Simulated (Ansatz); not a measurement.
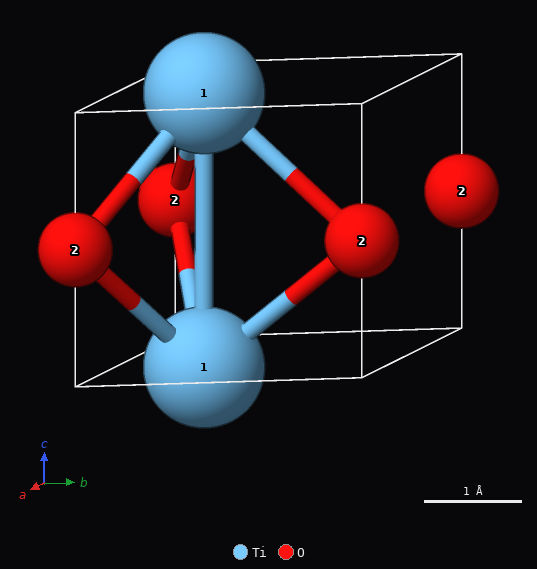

Figure 1. The structure as given in the input (ball-and-stick view of the cell of the calculation, seen slightly off an axis; atoms are numbered from 1 in the order of the input).

# Run report: TiO, geometry relaxation (part 1 of 2)

System: TiO (P-6m2, 2 atoms in the cell).
Method: DFT r2SCAN+U, scalar-relativistic, plane waves, PAW, Ueff = 4 eV on Ti d, spin-polarised (Ansatz 0.2.0).

The structure derives from an entry of the Crystallography Open Database. Figures and captions count atoms from 1; the log counts them from 0 in places.

**The program's output**
```
Ti: projections on atomic orbitals take those of the free atom [Ne] 3s2 3p6 3d2 4s2, of charge +0.00 (hamiltonian.pseudopotentials.projection_atoms); the dataset's partial waves leave at most 4.1e-7 of an orbital's norm unspanned inside its sphere
O: projections on atomic orbitals take those of the free atom [He] 2s2 2p4, of charge +0.00 (hamiltonian.pseudopotentials.projection_atoms); the dataset's partial waves leave at most 1.9e-8 of an orbital's norm unspanned inside its sphere
Engine: ansatz 0.2.0, x86_64-unknown-linux-gnu
Pseudopotentials: kind: paw
Pseudopotential: Ti, paw, valence charge 12, recommended cutoff 500 eV (meta_gga), Ti.paw.azcp
Pseudopotential: O, paw, valence charge 6, recommended cutoff 500 eV (meta_gga), O.paw.azcp
Functional definition: r2SCAN
  parameter k0 = 0.174
  parameter k1 = 0.065
  parameter a1 = 4.9479
  exchange = r2scan_x(k0 = k0, k1 = k1, a1 = a1)
  correlation = r2scan_c
Crystal: 2 atoms, lattice volume = 22.766 Å³
Basis set: ecut = 500 eV, 599 PW (Γ), exchange–correlation on 96×96×96 points (64 copies of the dense FFT grid, shifted against one another)
Bands: 14, of which v1, the nominal top of the filled ones, is band 9 counted from 1 (8 counted from 0)
Symmetry: 12 space group operations
Space group: P-6m2 (ITA 187), of the structure as read, at distance tolerance 2.8e-5 Å
Magnetic group: BNS 187.209 (UNI 1439), of the structure as read, at distance tolerance 2.8e-5 Å
k-points: 296 of 4536 (time reversal used)
Non-local potential: Ti, projectors of the file, l = 0: 3, l = 1: 2, l = 2: 3, l = 3: 1
Non-local potential: O, projectors of the file, l = 0: 2, l = 1: 2, l = 2: 1
PAW form: soft (Blöchl's): semilocal exchange-correlation on the pseudo side does not see the compensation charge
PAW frozen core: Ti, regenerated for the run's functional (the file was generated under x = pbe(κ = 0.804, μ = 0.2195149727645171), c = pbe(β = 0.06672455060314922))
PAW frozen core: O, regenerated for the run's functional (the file was generated under x = pbe(κ = 0.804, μ = 0.2195149727645171), c = pbe(β = 0.06672455060314922))
PAW one-centre angular grid: Ti, 590 points (default); XC on 160 Gauss nodes
PAW one-centre angular grid: O, 302 points (default); XC on 160 Gauss nodes
Initial density: superposition of atomic densities (chi_scale 0.1, normalization cell, long waves kept (reshape's long-wave potential 0.00 eV rms))
Starting moments: Σ|m| = 1.54 μB on 1 of 2 sites
Initial wavefunctions: pseudopotential atomic-orbital guess
Functional: x = r2scan, c = r2scan; τ floored in thin density (d = 2e-4 eV/Å³)
SCF iter   1: F=—  HF=-3071.002494 eV  |F-HF|=—  |Δ(HF+E_count)|=         —  Δρ=5.90e-2 (↑5.90e-2 ↓3.13e-2)  dr2=1.37e0  dr2_τ=1.28e-2  dr2_m=8.21e-2  M=1.654 μB ∫|m|=1.860 μB  β_m=1.00  ethr=3.10e-3  ⟨swp⟩=4.8  Hψ=38363  notcnv=0
preconditioner: auto → none  [metal: Δε(μ)=0.003 eV  Ē_g=10.831 eV  σ=0.100 eV  W_gap=0.02  n_scr=8 (ndim 8)  ℏωp=24.6 eV  f_vac=0.000  D(μ)=2.62/eV (n_scr^D=28)  sad-step TF]
SCF iter   2: F=—  HF=-3071.351023 eV  |F-HF|=—  |Δ(HF+E_count)|=   3.49e-1  Δρ=3.43e-2 (↑3.43e-2 ↓1.78e-2)  dr2=3.42e-1  dr2_τ=8.35e-3  dr2_m=4.19e-2  M=1.902 μB ∫|m|=2.044 μB  β_m=1.00  ethr=3.10e-3  ⟨swp⟩=2.4  Hψ=17422  notcnv=0  defer=303  κ⁻¹=1.0e0(r=1)
SCF iter   3: F=—  HF=-3071.652447 eV  |F-HF|=—  |Δ(HF+E_count)|=   3.01e-1  Δρ=1.88e-2 (↑1.88e-2 ↓1.02e-2)  dr2=7.90e-2  dr2_τ=2.09e-3  dr2_m=1.04e-2  M=1.987 μB ∫|m|=2.073 μB  β_m=1.00  ethr=1.90e-3  ⟨swp⟩=2.4  Hψ=13476  notcnv=0  defer=303  κ⁻¹=6.9e-2(r=2)
SCF iter   4: F=—  HF=-3071.872533 eV  |F-HF|=—  |Δ(HF+E_count)|=   2.20e-1  Δρ=9.97e-3 (↑9.97e-3 ↓4.79e-3)  dr2=1.19e-2  dr2_τ=4.65e-4  dr2_m=3.29e-3  M=1.999 μB ∫|m|=2.057 μB  β_m=0.30  ethr=4.39e-4  ⟨swp⟩=2.1  Hψ=15485  notcnv=0  defer=307  κ⁻¹=1.5e-3(r=3)
SCF iter   5: F=—  HF=-3071.995711 eV  |F-HF|=—  |Δ(HF+E_count)|=   1.23e-1  Δρ=6.14e-3 (↑6.14e-3 ↓3.58e-3)  dr2=2.50e-3  dr2_τ=1.62e-4  dr2_m=4.06e-3  M=2.000 μB ∫|m|=2.049 μB  β_m=1.00  ethr=6.63e-5  ⟨swp⟩=2.0  Hψ=15054  notcnv=0  defer=315  κ⁻¹=1.2e-4(r=4)
SCF iter   6: F=—  HF=-3072.067434 eV  |F-HF|=—  |Δ(HF+E_count)|=   7.17e-2  Δρ=5.47e-3 (↑5.47e-3 ↓4.41e-4)  dr2=3.02e-3  dr2_τ=1.24e-4  dr2_m=1.48e-3  M=2.000 μB ∫|m|=2.035 μB  β_m=1.00  ethr=1.39e-5  ⟨swp⟩=2.0  Hψ=16796  notcnv=0  defer=315  κ⁻¹=1.2e-4(r=5)
SCF iter   7: F=—  HF=-3072.121815 eV  |F-HF|=—  |Δ(HF+E_count)|=   5.44e-2  Δρ=9.58e-3 (↑9.58e-3 ↓2.97e-3)  dr2=1.45e-2  dr2_τ=2.75e-4  dr2_m=2.35e-3  M=2.000 μB ∫|m|=2.029 μB  β_m=1.00  ethr=1.39e-5  ⟨swp⟩=2.5  Hψ=12217  notcnv=0  defer=315  κ⁻¹=6.8e-6(r=6)
SCF iter   8: F=—  HF=-3072.161978 eV  |F-HF|=—  |Δ(HF+E_count)|=   4.02e-2  Δρ=9.13e-3 (↑9.13e-3 ↓3.27e-3)  dr2=1.49e-2  dr2_τ=2.36e-4  dr2_m=1.84e-3  M=2.000 μB ∫|m|=2.025 μB  β_m=1.00  ethr=1.39e-5  ⟨swp⟩=2.2  Hψ=14393  notcnv=0  defer=315  κ⁻¹=6.4e-6(r=7)
SCF iter   9: F=—  HF=-3072.196566 eV  |F-HF|=—  |Δ(HF+E_count)|=   3.46e-2  Δρ=1.10e-2 (↑1.10e-2 ↓4.64e-3)  dr2=2.39e-2  dr2_τ=3.56e-4  dr2_m=2.18e-3  M=2.000 μB ∫|m|=2.023 μB  β_m=1.00  ethr=1.39e-5  ⟨swp⟩=1.8  Hψ=9854  notcnv=0  defer=310  κ⁻¹=1.9e-6(r=8)
SCF iter  10: F=—  HF=-3072.225801 eV  |F-HF|=—  |Δ(HF+E_count)|=   2.92e-2  Δρ=1.26e-2 (↑1.26e-2 ↓6.07e-3)  dr2=3.43e-2  dr2_τ=4.93e-4  dr2_m=2.36e-3  M=2.000 μB ∫|m|=2.021 μB  β_m=1.00  ethr=1.39e-5  ⟨swp⟩=1.8  Hψ=9172  notcnv=0  defer=309  κ⁻¹=1.9e-7(r=8)
SCF iter  11: F=—  HF=-3072.248329 eV  |F-HF|=—  |Δ(HF+E_count)|=   2.25e-2  Δρ=1.30e-2 (↑1.30e-2 ↓7.26e-3)  dr2=4.04e-2  dr2_τ=5.75e-4  dr2_m=1.96e-3  M=2.000 μB ∫|m|=2.018 μB  β_m=1.00  ethr=1.39e-5  ⟨swp⟩=1.3  Hψ=8915  notcnv=0  defer=309  κ⁻¹=3.7e-7(r=8)
SCF iter  12: F=—  HF=-3072.259034 eV  |F-HF|=—  |Δ(HF+E_count)|=   1.07e-2  Δρ=1.14e-2 (↑1.14e-2 ↓7.03e-3)  dr2=3.34e-2  dr2_τ=4.76e-4  dr2_m=1.23e-3  M=2.000 μB ∫|m|=2.015 μB  β_m=1.00  ethr=1.39e-5  ⟨swp⟩=1.9  Hψ=10807  notcnv=0  defer=309  κ⁻¹=1.2e-6(r=8)
SCF iter  13: F=—  HF=-3072.267943 eV  |F-HF|=—  |Δ(HF+E_count)|=   8.91e-3  Δρ=1.17e-2 (↑1.17e-2 ↓7.46e-3)  dr2=3.63e-2  dr2_τ=5.21e-4  dr2_m=1.17e-3  M=2.000 μB ∫|m|=2.013 μB  β_m=1.00  ethr=1.39e-5  ⟨swp⟩=1.1  Hψ=8589  notcnv=0  defer=309  κ⁻¹=2.6e-6(r=8)
SCF iter  14: F=—  HF=-3072.269620 eV  |F-HF|=—  |Δ(HF+E_count)|=   1.68e-3  Δρ=1.08e-2 (↑1.08e-2 ↓6.95e-3)  dr2=3.18e-2  dr2_τ=4.52e-4  dr2_m=9.84e-4  M=2.000 μB ∫|m|=2.012 μB  β_m=1.00  ethr=1.39e-5  ⟨swp⟩=1.0  Hψ=8283  notcnv=0  defer=309  κ⁻¹=1.4e-6(r=8)
SCF iter  15: F=—  HF=-3072.269529 eV  |F-HF|=—  |Δ(HF+E_count)|=   9.12e-5  Δρ=9.83e-3 (↑9.83e-3 ↓6.38e-3)  dr2=2.71e-2  dr2_τ=3.79e-4  dr2_m=8.10e-4  M=2.000 μB ∫|m|=2.011 μB  β_m=1.00  ethr=1.39e-5  ⟨swp⟩=1.0  Hψ=8121  notcnv=0  defer=309  κ⁻¹=9.0e-7(r=8)
SCF iter  16: F=—  HF=-3072.264592 eV  |F-HF|=—  |Δ(HF+E_count)|=   4.94e-3  Δρ=6.86e-3 (↑6.86e-3 ↓4.47e-3)  dr2=1.31e-2  dr2_τ=1.78e-4  dr2_m=4.06e-4  M=2.000 μB ∫|m|=2.010 μB  β_m=1.00  ethr=1.39e-5  ⟨swp⟩=2.2  Hψ=12965  notcnv=0  defer=309
Mixer restart at iter 16: flushing history
spin-set hold released at iteration 16 (site moments' squared step at or under half its running peak, from the soft ceiling on): the magnetisation degrees of freedom join the quasi-Newton model from the next iteration; the mixer history was flushed
SCF iter  17: F=—  HF=-3072.261243 eV  |F-HF|=—  |Δ(HF+E_count)|=   3.35e-3  Δρ=3.74e-3 (↑3.74e-3 ↓3.54e-3)  dr2=4.90e-3  dr2_τ=6.72e-5  dr2_m=3.24e-5  M=2.000 μB ∫|m|=2.008 μB  β_m=1.00  ethr=1.39e-5  ⟨swp⟩=2.1  Hψ=13573  notcnv=0  defer=310  κ⁻¹=1.0e0(r=1)
SCF iter  18: F=—  HF=-3072.259863 eV  |F-HF|=—  |Δ(HF+E_count)|=   1.38e-3  Δρ=1.45e-3 (↑1.21e-3 ↓1.45e-3)  dr2=5.37e-4  dr2_τ=1.61e-5  dr2_m=7.45e-6  M=2.000 μB ∫|m|=2.008 μB  β_m=1.00  ethr=1.39e-5  ⟨swp⟩=2.3  Hψ=13119  notcnv=0  defer=310  κ⁻¹=2.0e-1(r=2)
Mixer restart at iter 18: flushing history
SCF iter  19: F=—  HF=-3071.238705 eV  |F-HF|=—  |Δ(HF+E_count)|=         —  Δρ=1.64e-3 (↑1.64e-3 ↓4.34e-4)  dr2=5.73e-4  dr2_τ=1.36e-5  dr2_m=1.11e-4  M=2.000 μB ∫|m|=2.011 μB  β_m=1.00  ethr=2.98e-6  ⟨swp⟩=2.9  Hψ=14533  notcnv=0  defer=309
Mixer restart at iter 19: flushing history
SCF iter  20: F=—  HF=-3072.260286 eV  |F-HF|=—  |Δ(HF+E_count)|=    1.02e0  Δρ=2.23e-3 (↑2.23e-3 ↓1.22e-3)  dr2=2.15e-3  dr2_τ=4.74e-5  dr2_m=7.84e-5  M=2.000 μB ∫|m|=2.008 μB  β_m=1.00  ethr=2.78e-4  ⟨swp⟩=1.0  Hψ=10669  notcnv=0  defer=314
SCF iter  21: F=—  HF=-3072.259915 eV  |F-HF|=—  |Δ(HF+E_count)|=   3.71e-4  Δρ=6.59e-4 (↑6.59e-4 ↓3.99e-4)  dr2=2.41e-4  dr2_τ=1.37e-5  dr2_m=4.61e-6  M=2.000 μB ∫|m|=2.008 μB  β_m=1.00  ethr=1.19e-5  ⟨swp⟩=1.6  Hψ=11724  notcnv=0  defer=314  κ⁻¹=1.0e0(r=1)
SCF iter  22: F=—  HF=-3072.259919 eV  |F-HF|=—  |Δ(HF+E_count)|=   4.31e-6  Δρ=3.29e-4 (↑3.29e-4 ↓3.13e-4)  dr2=8.67e-5  dr2_τ=5.64e-7  dr2_m=6.73e-7  M=2.000 μB ∫|m|=2.007 μB  β_m=1.00  ethr=1.34e-6  ⟨swp⟩=1.0  Hψ=8177  notcnv=0  defer=314  κ⁻¹=3.7e-2(r=2)
SCF iter  23: F=—  HF=-3072.259944 eV  |F-HF|=—  |Δ(HF+E_count)|=   2.55e-5  Δρ=8.87e-5 (↑7.72e-5 ↓8.87e-5)  dr2=3.90e-6  dr2_τ=8.74e-8  dr2_m=1.57e-7  M=2.000 μB ∫|m|=2.007 μB  β_m=1.00  ethr=4.82e-7  ⟨swp⟩=2.5  Hψ=12676  notcnv=0  defer=314  κ⁻¹=5.3e-3(r=3)
SCF iter  24: F=—  HF=-3072.259954 eV  |F-HF|=—  |Δ(HF+E_count)|=         —  Δρ=4.45e-5 (↑3.79e-5 ↓4.45e-5)  dr2=5.68e-7  dr2_τ=2.73e-8  dr2_m=4.89e-8  M=2.000 μB ∫|m|=2.007 μB  β_m=1.00  ethr=2.17e-8  ⟨swp⟩=2.2  Hψ=12413  notcnv=0  defer=314
Mixer restart at iter 24: flushing history
SCF iter  25: F=—  HF=-3071.421916 eV  |F-HF|=—  |Δ(HF+E_count)|=         —  Δρ=2.28e-2 (↑2.28e-2 ↓2.66e-5)  dr2=5.04e-2  dr2_τ=2.18e-3  dr2_m=2.71e-2  M=2.000 μB ∫|m|=2.055 μB  ethr=2.78e-4  ⟨swp⟩=1.5  Hψ=9116  notcnv=0  defer=313
Mixer restart at iter 25: flushing history
SCF iter  26: F=—  HF=-3072.259951 eV  |F-HF|=—  |Δ(HF+E_count)|=         —  Δρ=4.45e-5 (↑3.61e-5 ↓4.45e-5)  dr2=6.07e-7  dr2_τ=2.71e-8  dr2_m=3.03e-8  M=2.000 μB ∫|m|=2.007 μB  β_m=1.00  ethr=3.16e-9  ⟨swp⟩=3.6  Hψ=30704  notcnv=0  defer=6
SCF iter  27: F=—  HF=-3072.259952 eV  |F-HF|=—  |Δ(HF+E_count)|=   1.08e-6  Δρ=2.35e-5 (↑2.12e-5 ↓2.35e-5)  dr2=1.54e-7  dr2_τ=7.81e-9  dr2_m=5.84e-9  M=2.000 μB ∫|m|=2.007 μB  β_m=1.00  ethr=3.16e-9  ⟨swp⟩=2.1  Hψ=15896  notcnv=0  defer=6  κ⁻¹=1.0e0(r=1)
SCF iter  28: F=—  HF=-3072.259954 eV  |F-HF|=—  |Δ(HF+E_count)|=   1.15e-6  Δρ=9.67e-6 (↑9.67e-6 ↓9.21e-6)  dr2=4.24e-8  dr2_τ=1.22e-9  dr2_m=2.01e-9  M=2.000 μB ∫|m|=2.007 μB  β_m=1.00  ethr=5.56e-10  ⟨swp⟩=3.8  Hψ=32094  notcnv=0  κ⁻¹=3.3e-2(r=2)
SCF iter  29: F=-3072.259954 eV  HF=-3072.259954 eV  |F-HF|=2.07e-9  |Δ(HF+E_count)|=   2.30e-7  Δρ=1.63e-6 (↑1.20e-6 ↓1.63e-6)  dr2=7.16e-10  dr2_τ=2.04e-11  dr2_m=7.14e-11  M=2.000 μB ∫|m|=2.007 μB  ethr=2.36e-10  ⟨swp⟩=4.4  Hψ=29018  notcnv=0
SCF 1 converged in 29 iterations: F = -3072.259954 eV  dr2 = 7.16e-10
  greatest PAW one-centre occupation: 1.004 electrons in one spin orbital (limit 2), on the Ti atom at site 0 (counted from 0), in its partial waves of l = 1
relax step   1: F+E_penalty+E_count = -3072.25995383 eV  Δ(F+E_penalty+E_count) = +0.000e0 eV  max|allowed force component| = 4.857e-17 eV/Å  Δτ_max = 0.0000 Å  P = -0.005 GPa  Ω = 22.766 Å³  (29 SCF iters, dr2 threshold 1.00e-7 eV, accepted)
Crystal: 2 atoms, lattice volume = 22.759 Å³
Initial density: handed on by an earlier stage of this run
Starting moments: Σ|m| = 1.54 μB on 1 of 2 sites; this step starts from the density that it was given
Initial wavefunctions: those handed on with the density
iter 1 solved again at ethr=5.67e-9 eV; its pass at ethr=3.10e-3 eV (dr2=1.02e-6 eV) is discarded
SCF iter   1: F=—  HF=-3072.259939 eV  |F-HF|=—  |Δ(HF+E_count)|=         —  Δρ=1.54e-4 (↑1.54e-4 ↓5.92e-5)  dr2=1.44e-6  dr2_τ=3.87e-6  dr2_m=1.66e-6  M=2.000 μB ∫|m|=2.007 μB  β_m=1.00  ethr=5.67e-9  ⟨swp⟩=2.8  Hψ=48194  notcnv=0
preconditioner: auto → none  [metal: Δε(μ)=0.016 eV  Ē_g=12.297 eV  σ=0.100 eV  W_gap=0.09  n_scr=8 (ndim 8)  ℏωp=24.6 eV  f_vac=0.000  D(μ)=0.44/eV (n_scr^D=0)]
SCF iter   2: F=—  HF=-3072.259956 eV  |F-HF|=—  |Δ(HF+E_count)|=   1.65e-5  Δρ=6.26e-5 (↑6.26e-5 ↓4.67e-5)  dr2=6.96e-7  dr2_τ=4.20e-8  dr2_m=1.96e-8  M=2.000 μB ∫|m|=2.007 μB  β_m=1.00  ethr=5.67e-9  ⟨swp⟩=2.0  Hψ=13641  notcnv=0  κ⁻¹=1.0e0(r=1)
SCF iter   3: F=—  HF=-3072.259956 eV  |F-HF|=—  |Δ(HF+E_count)|=   5.50e-7  Δρ=3.66e-5 (↑3.64e-5 ↓3.66e-5)  dr2=2.98e-7  dr2_τ=1.98e-8  dr2_m=3.25e-10  M=2.000 μB ∫|m|=2.007 μB  β_m=1.00  ethr=3.87e-9  ⟨swp⟩=1.5  Hψ=10848  notcnv=0  κ⁻¹=2.0e-2(r=2)
SCF iter   4: F=-3072.259957 eV  HF=-3072.259957 eV  |F-HF|=2.57e-8  |Δ(HF+E_count)|=   5.03e-7  Δρ=8.03e-6 (↑5.92e-6 ↓8.03e-6)  dr2=9.20e-9  dr2_τ=8.04e-10  dr2_m=5.03e-10  M=2.000 μB ∫|m|=2.007 μB  ethr=2.55e-10  ⟨swp⟩=2.2  Hψ=29949  notcnv=0
SCF 2 converged in 4 iterations: F = -3072.259957 eV  dr2 = 9.20e-9
relax step   2: F+E_penalty+E_count = -3072.25995700 eV  Δ(F+E_penalty+E_count) = -3.168e-6 eV  max|allowed force component| = 4.221e-17 eV/Å  Δτ_max = 0.0000 Å  P = +0.003 GPa  Ω = 22.759 Å³  energy of the carried Pulay correction = +5.861e-6 eV  (4 SCF iters, dr2 threshold 4.59e-8 eV, rejected (line search))
Crystal: 2 atoms, lattice volume = 22.762 Å³
iter 1 solved again at ethr=1.37e-9 eV; its pass at ethr=3.10e-3 eV (dr2=2.47e-7 eV) is discarded
```
